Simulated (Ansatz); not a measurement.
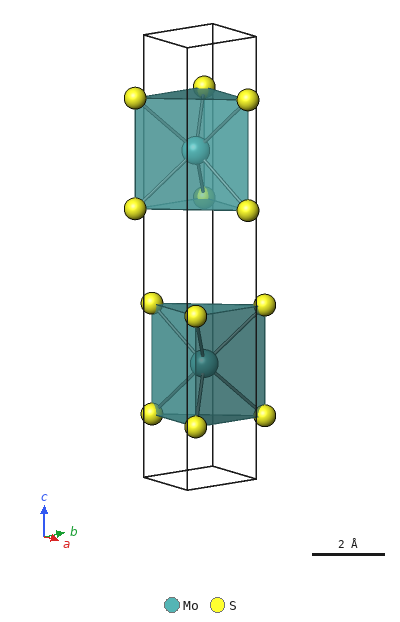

Fig. 1: The input geometry (polyhedral view of the cell of the calculation, seen slightly off an axis; polyhedra are completed across the faces of the cell).

## MoS2: single-point calculation

- system: MoS2 (6 atoms in the cell)
- method: independent-particle optics of LDA bands, plane waves, PAW, no spin polarisation (Ansatz 0.2.0)

The structure derives from an entry of the Crystallography Open Database. The geometry comes from this level: r2scan-rvv10.

Log
```
Engine: ansatz 0.2.0, aarch64-unknown-linux-gnu
Pseudopotentials: kind: paw
Pseudopotential: Mo, paw, valence charge 14, recommended cutoff 420 eV (normal), Mo.paw.azcp
Pseudopotential: S, paw, valence charge 6, recommended cutoff 420 eV (normal), S.paw.azcp
Functional definition: SPW92
  exchange = slater_x
  correlation = pw_c
Crystal: 6 atoms, lattice volume = 108.431 Å³
Basis set: ecut = 420 eV, 2105 PW (Γ)
Bands: 32, of which v1, the nominal top of the filled ones, is band 26 counted from 1 (25 counted from 0)
Symmetry: 24 space group operations
Space group: P63/mmc (ITA 194), of the structure as read, at distance tolerance 4.8e-5 Å
k-points: 38 of 288
Non-local potential: Mo, projectors of the file, l = 0: 3, l = 1: 2, l = 2: 2, l = 3: 1
Non-local potential: S, projectors of the file, l = 0: 2, l = 1: 2, l = 2: 2
PAW form: soft (Blöchl's): semilocal exchange-correlation on the pseudo side does not see the compensation charge
PAW frozen core: Mo, regenerated for the run's functional, and the local potential with it (the file was generated under x = pbe(κ = 0.804, μ = 0.2195149727645171), c = pbe(β = 0.06672455060314922))
PAW frozen core: S, regenerated for the run's functional, and the local potential with it (the file was generated under x = pbe(κ = 0.804, μ = 0.2195149727645171), c = pbe(β = 0.06672455060314922))
PAW one-centre angular grid: Mo, 590 points (default); XC on 64 Gauss nodes
PAW one-centre angular grid: S, 110 points (default); XC on 64 Gauss nodes
Initial density: superposition of atomic densities (neutral atoms: chi_scale 0, normalization atom), corrected by the library's trained network
Initial wavefunctions: pseudopotential atomic-orbital guess
Functional: x = slater, c = lda
SCF iter   1: F=—  HF=-13169.701235 eV  |F-HF|=—  |Δ(HF+E_count)|=         —  Δρ=7.64e-3  dr2=3.65e-2  ethr=1.77e-3  ⟨swp⟩=5.0  Hψ=4404  notcnv=0  defer=127
preconditioner: auto → Resta (q_TF=auto, 2.414 Å⁻¹)  ε∞=8.7  [insulator: Δε(μ)=0.862 eV  Ē_g=7.699 eV  n_scr=26 (ndim 8)  ℏωp=21.4 eV  f_vac=0.022  ε∞_Penn≈8.7]
SCF iter   2: F=—  HF=-13169.701809 eV  |F-HF|=—  |Δ(HF+E_count)|=   5.74e-4  Δρ=4.18e-3  dr2=7.15e-3  ethr=7.03e-5  ⟨swp⟩=2.9  Hψ=2222  notcnv=0  defer=150
SCF iter   3: F=—  HF=-13169.702102 eV  |F-HF|=—  |Δ(HF+E_count)|=   2.93e-4  Δρ=2.02e-3  dr2=2.17e-3  ethr=1.38e-5  ⟨swp⟩=2.1  Hψ=1576  notcnv=0  defer=150
SCF iter   4: F=—  HF=-13169.702132 eV  |F-HF|=—  |Δ(HF+E_count)|=   2.95e-5  Δρ=2.12e-4  dr2=1.59e-4  ethr=4.17e-6  ⟨swp⟩=2.2  Hψ=1558  notcnv=0  defer=133
SCF iter   5: F=—  HF=-13169.702120 eV  |F-HF|=—  |Δ(HF+E_count)|=   1.14e-5  Δρ=5.48e-5  dr2=3.63e-6  ethr=3.05e-7  ⟨swp⟩=2.0  Hψ=1662  notcnv=0  defer=57
SCF iter   6: F=—  HF=-13169.702125 eV  |F-HF|=—  |Δ(HF+E_count)|=   4.63e-6  Δρ=1.34e-5  dr2=3.89e-7  ethr=6.99e-9  ⟨swp⟩=2.2  Hψ=1810  notcnv=0  defer=56
SCF iter   7: F=—  HF=-13169.702125 eV  |F-HF|=—  |Δ(HF+E_count)|=   5.97e-8  Δρ=2.82e-6  dr2=8.61e-9  ethr=7.49e-10  ⟨swp⟩=2.0  Hψ=1623  notcnv=0  defer=56
SCF iter   8: F=—  HF=-13169.702125 eV  |F-HF|=—  |Δ(HF+E_count)|=   3.47e-9  Δρ=5.46e-7  dr2=2.76e-10  ethr=1.66e-11  ⟨swp⟩=2.1  Hψ=1714  notcnv=0  defer=56
SCF iter   9: F=—  HF=-13169.702125 eV  |F-HF|=—  |Δ(HF+E_count)|=  1.62e-10  Δρ=1.14e-7  dr2=1.45e-11  ethr=1.00e-12  ⟨swp⟩=1.6  Hψ=1312  notcnv=0  defer=56
SCF iter  10: F=-13169.702125 eV  HF=-13169.702125 eV  |F-HF|=7.28e-12  |Δ(HF+E_count)|=    0.00e0  Δρ=2.06e-8  dr2=5.40e-13  ethr=1.00e-12  ⟨swp⟩=7.9  Hψ=3987  notcnv=0
SCF 1 converged in 10 iterations: F = -13169.702125 eV  dr2 = 5.40e-13
  greatest PAW one-centre occupation: 0.999 electrons in one spin orbital (limit 2), on the Mo atom at site 1 (counted from 0), in its partial waves of l = 0
```

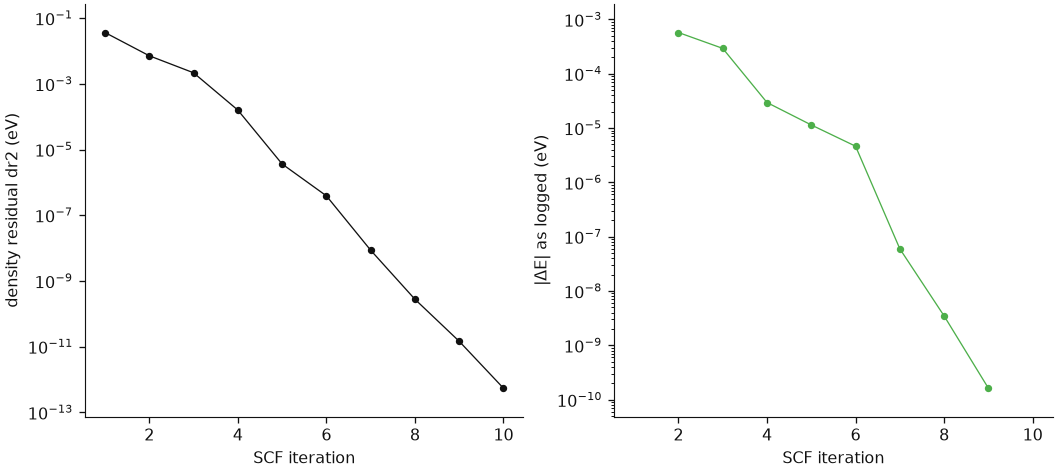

Fig. 2: Convergence of the self-consistent field: density residual dr2 and size of the energy change against the SCF iteration. The residual falls at every step.

```
NSCF: frozen V_eff on 38 k-points
Optics k sum: 0 of 38 k-points
Optics k sum: 2 of 38 k-points
Optics k sum: 4 of 38 k-points
Optics k sum: 6 of 38 k-points
Optics k sum: 8 of 38 k-points
Optics k sum: 10 of 38 k-points
Optics k sum: 12 of 38 k-points
Optics k sum: 14 of 38 k-points
Optics k sum: 16 of 38 k-points
Optics k sum: 18 of 38 k-points
Optics k sum: 19 of 38 k-points
Optics k sum: 21 of 38 k-points
Optics k sum: 23 of 38 k-points
Optics k sum: 25 of 38 k-points
Optics k sum: 27 of 38 k-points
Optics k sum: 29 of 38 k-points
Optics k sum: 31 of 38 k-points
Optics k sum: 33 of 38 k-points
Optics k sum: 35 of 38 k-points
Optics k sum: 37 of 38 k-points
Optics k sum: 38 of 38 k-points
Optics k sum: 0 of 38 k-points
Optics k sum: 2 of 38 k-points
Optics k sum: 4 of 38 k-points
Optics k sum: 6 of 38 k-points
Optics k sum: 8 of 38 k-points
Optics k sum: 10 of 38 k-points
Optics k sum: 12 of 38 k-points
Optics k sum: 14 of 38 k-points
Optics k sum: 16 of 38 k-points
Optics k sum: 18 of 38 k-points
Optics k sum: 19 of 38 k-points
Optics k sum: 21 of 38 k-points
Optics k sum: 23 of 38 k-points
Optics k sum: 25 of 38 k-points
Optics k sum: 27 of 38 k-points
Optics k sum: 29 of 38 k-points
Optics k sum: 31 of 38 k-points
Optics k sum: 33 of 38 k-points
Optics k sum: 35 of 38 k-points
Optics k sum: 37 of 38 k-points
Optics k sum: 38 of 38 k-points
output.optics: what the bands over the 121 summed would add to eps1, eps2 and the energy-loss function is held between a lower and an upper bound (6 Lanczos steps). eps1, eps2 and their loss function (loss_summed_bands) are given on every row as the summed bands alone make them. Along an axis, on a row where the two bounds hold the loss function to about 1 % of the greater of itself and 0.5 % of |1/eps|, its cell (loss_completed) is given, with the completed eps1 and eps2 that it is formed of (a cell that is left empty reads nan in the table and null in the record). The two bounds hold it so along every axis on all 241 rows up to 12.000 eV. The run works to bound the rows up to 33.590 eV and no higher ones: a peak of the loss function over that energy may be left empty with no warning. To have the run work for it, set output.optics.bands.spectra_wanted_up_to to a higher energy. perfect_screening_sum, loss_f_sum_n_eff and, beside carriers, perfect_screening_limit are those of loss_summed_bands: over the bounded function the two sums would run over rows that are not all bounded, and lack what the bands left out lay past the top of the energy grid. Bounded is said of the bands left out alone, which are those that the basis at basis.ecutwfc holds: it says nothing of that cutoff, of the k-point mesh, of what the sum inside its cells errs by (eps2_relative_error), of the factors of all_electron_strengths, nor of how far the SCF is converged. The bands left out are taken at the k-points, and what their mean over the points' cells stands off that by is in neither bound: the run's estimate of it, which the test of a row counts in, is 0.00 % of |eps| at the most among the values given; where the mean stood off by over 0.5 % the points' spread read 0.1 to 3 times that
SCF converged after 10 iterations
Free energy (F): -13169.702125 eV
Harris-Foulkes:  -13169.702125 eV  (|F-HF|=7.28e-12)
Internal energy: -13169.702125 eV  (E = F + TS)
E sigma→0 (E₀):  -13169.702125 eV
Fermi energy:    10.476221 eV
--- Per-component energies (eV) ---
  E_band       = -332.982270
  E_kinetic    = 1313.191243
  E_local      = -4044.077382  (includes V_loc(G=0)·N_el)
  E_nonlocal   = 412.334566
  E_hartree    = 1555.847760
  E_xc         = -751.384608
  E_vxc        = -810.226987  (∫ρ·V_xc dr)
  E_paw        = -8453.350055  (= ΣΔE_a)
  E_vpaw       = -315.899261  (= ΣTr[D̂ρ^β])
  E_aug_tail   = 0.000045  (compensation charges beyond the density's cutoff)
  E_ewald      = -3203.822117
  E_core_change = 1.558423  (= ΣΔE_core)
  E_smearing   = -0.000000  (= −TS)
  E_closure    = -0.000000  (closes the sum)
  Σ components = -13169.702125   (vs F -13169.702125, Δ=0.00e0)
--- Band table (eV; the first three rows and the last of 38) ---
  k-point 0: bands = ["-50.9059", "-50.9059", "-25.1200", "-25.1199", "-24.8915", "-24.8915", "-24.8915", "-24.8915", "-4.4292", "-4.1934", "-3.1643", "-2.7671", "3.6171", "4.5872", "7.0203", "7.1390", "7.1390", "7.1498", "7.1498", "8.2533", "8.2533", "8.2923", "8.2923", "9.2526", "9.3286", "10.4762", "12.5578", "12.5578", "12.5803", "12.5803", "12.7698", "12.7698"]
  k-point 1: bands = ["-50.9059", "-50.9059", "-25.1199", "-25.1199", "-24.8915", "-24.8915", "-24.8915", "-24.8915", "-4.3265", "-4.3265", "-2.9529", "-2.9529", "4.0303", "4.0303", "7.1443", "7.1443", "7.1443", "7.1443", "7.9099", "7.9099", "8.2728", "8.2728", "8.2728", "8.2728", "10.2021", "10.2021", "12.5634", "12.5634", "12.5634", "12.5634", "12.8505", "12.8505"]
  k-point 2: bands = ["-50.9033", "-50.9033", "-25.1147", "-25.1146", "-24.9183", "-24.9183", "-24.8975", "-24.8975", "-4.3235", "-4.0891", "-3.1157", "-2.7305", "3.7375", "4.7042", "6.7990", "6.9053", "6.9233", "7.2465", "7.2620", "7.8624", "8.0857", "8.1289", "8.3934", "9.3384", "9.4150", "10.2783", "12.4247", "12.4657", "12.5593", "12.6398", "12.6687", "12.7244"]
  k-point 37: bands = ["-50.8613", "-50.8613", "-25.1855", "-25.1855", "-25.1400", "-25.1400", "-25.0311", "-25.0311", "-2.1118", "-2.1118", "-2.0429", "-2.0429", "4.3061", "4.3061", "5.1177", "5.1177", "5.6713", "5.6713", "6.0889", "6.0889", "7.0323", "7.0323", "7.6539", "7.6539", "9.7423", "9.7423", "11.4572", "11.4572", "12.7506", "12.7506", "13.3393", "13.3393"]
```

File optics_head.txt
```
# E[eV]	eps2_xx	eps2_yy	eps2_zz	eps2_xy	eps2_xz	eps2_yz	eps1_xx	eps1_yy	eps1_zz	eps1_xy	eps1_xz	eps1_yz	loss_summed_bands_xx	loss_summed_bands_yy	loss_summed_bands_zz	eps1_completed_xx	eps1_completed_yy	eps1_completed_zz	eps2_completed_xx	eps2_completed_yy	eps2_completed_zz	loss_completed_xx	loss_co
# format = ansatz-optics/6
# eps_inf(xx yy zz) = 16.305986 16.305986 9.851284
# eps_inf_bands = all
# eps_inf_summed_bands(xx yy zz) = 16.295778 16.295778 9.840986
# eps_inf_completed(xx yy zz) = 16.305986 16.305986 9.851284
# k_sum = mesh_cells
# eps2_relative_error = 0.0003
# eps_inf_relative_error = 0.0037
# f_sum_n_eff(xx yy zz) = 43.988712 43.988712 43.967617 of n_electrons = 52.000000
# f_sum_n_eff_momentum_only(xx yy zz) = 46.437355 46.437355 46.434485
# loss_f_sum_n_eff(xx yy zz) = 43.989003 43.989003 43.967896
# perfect_screening_sum(xx yy zz) = 0.938634 0.938634 0.898384
# perfect_screening_sum_on_rows(xx yy zz) = 0.938634 0.938634 0.898391
# the maxima of the summed bands' own loss function (the loss_summed_bands columns) are measured between the rows too: peak_sampling_summed_bands says what part of their heights the rows count for, and missed_extrema_summed_bands lists those of which they count for under four fifths, the half width
# peak_sampling_summed_bands_xx(least_part_sampled least_sampled_at_ev n_extrema n_missed) = 9.959795e-1 4.120410950640919 12 0
# peak_sampling_summed_bands_yy(least_part_sampled least_sampled_at_ev n_extrema n_missed) = 9.959795e-1 4.120410950640919 12 0
# peak_sampling_summed_bands_zz(least_part_sampled least_sampled_at_ev n_extrema n_missed) = 9.955335e-1 7.877229448489424 11 0
# peak_sampling_completed and missed_extrema_completed say the same of the loss function that is bounded in the bands left out (the loss_completed columns), of its maxima between two points that are bounded alone
# peak_sampling_completed_xx(least_part_sampled least_sampled_at_ev n_extrema n_missed) = 9.959829e-1 1.92032777550489 12 0
# peak_sampling_completed_yy(least_part_sampled least_sampled_at_ev n_extrema n_missed) = 9.959829e-1 1.9203277755048895 12 0
# peak_sampling_completed_zz(least_part_sampled least_sampled_at_ev n_extrema n_missed) = 9.953762e-1 7.876856163088286 11 0
# n_bands = 121
# n_bands_set_by = photon_energy
# the loss_summed_bands columns' heights are not shown to be converged in n_bands (drawn for output.optics.bands)
# valid_up_to_ev = 41.261485
# least_direct_gap_ev = 1.629311e0 at k(fractional) = 0.333333 0.333333 0.000000, k_point = 36, channel = 0, bands = 25 26 (counted from 0)
# evaluated_top_ev = 105.950000
# all_electron_strengths = true
# band_completion = completed
# the eps1, eps2 and loss_summed_bands columns, and eps_inf_summed_bands or eps1_interband_at_0, are the summed bands' own on every row. eps_inf is eps_inf_completed where that is given along all three axes. loss_summed_bands is the loss function of that eps1 and eps2 (beside carriers the total's).
# response = whole
# tolerance = 0.01
# method = lanczos_chains
# lanczos_steps = 6
# chains_run = together
# ended_by = wanted_rows_settled
# boundable_up_to_ev = 41.261485
# wanted_up_to_ev = 33.589597
# the run works to bound the rows up to wanted_up_to_ev and no higher ones, so that a peak of the completed columns over that energy may read nan with no warning: a higher spectra_wanted_up_to under output.optics.bands (a deck at auto types it in the place of auto) has the run work for it too
# change_inside_cells = 0.0000 (estimated)
# the bands left out are taken at the k-points, and what their mean over the points' cells stands off that by is in neither bound: this much, as a part of |eps| at the most among the values given, which the test of a row counts in (under method = linear_solves it holds an estimate of how far a sum a
# bound_at_0(xx yy zz) = bounded bounded bounded
# rows_by_bound_xx(bounded bounds_too_wide limited_by_band_error limited_by_mesh_spread above_boundable_range not_finite) = 241 0 0 0 0 0
# rows_by_bound_yy(bounded bounds_too_wide limited_by_band_error limited_by_mesh_spread above_boundable_range not_finite) = 241 0 0 0 0 0
# rows_by_bound_zz(bounded bounds_too_wide limited_by_band_error limited_by_mesh_spread above_boundable_range not_finite) = 241 0 0 0 0 0
# bounded_ranges_ev_xx = 0.000000-12.000000
# bounded_ranges_ev_yy = 0.000000-12.000000
# bounded_ranges_ev_zz = 0.000000-12.000000
```

This output came from the following input.

Input
```yaml
crystal:
  lattice:
    - [3.1730194941, 0.0, 0.0]
    - [-1.586509747, 2.7479154886, 0.0]
    - [0.0, 0.0, 12.4359056939]
  atoms:
    - { symbol: Mo, position: [0.3333333333, 0.6666666667, 0.25] }
    - { symbol: Mo, position: [0.6666666667, 0.3333333333, 0.75] }
    - { symbol: S, position: [0.3333333333, 0.6666666667, 0.6249005388] }
    - { symbol: S, position: [0.6666666667, 0.3333333333, 0.1249005388] }
    - { symbol: S, position: [0.3333333333, 0.6666666667, 0.8750994612] }
    - { symbol: S, position: [0.6666666667, 0.3333333333, 0.3750994612] }
kpoints:
  mp_grid: { grid: [12, 12, 2] }
hamiltonian:
  xc: lda
scf:
  occupations: { method: fixed }
output:
  optics: { e_range: [0, 12], de: 0.05, sigma: 0.1, bands: auto }
```

Launched with:
```bash
ansatz run input.yaml --threads 4 --pin off --max-ram 5529MiB --backend cpu --events-out ev --progress --plain --runs-dir out
```

Summary

| quantity | value |
| --- | --- |
| outcome | converged |
| space group (tolerance 0.01 Å) | P6₃/mmc (194) |
| electrons treated | 52 |
| free energy | −13169.7021 eV |
| Fermi energy | 10.476 eV |
| gap on the k-point mesh | 0.86 eV |
| hardware | 4 threads of Arm Neoverse V1, 24 GiB of memory available, shared host |
| wall time | 82 s (CPU time 5.4 min) |
| peak memory | 1.8 GiB |
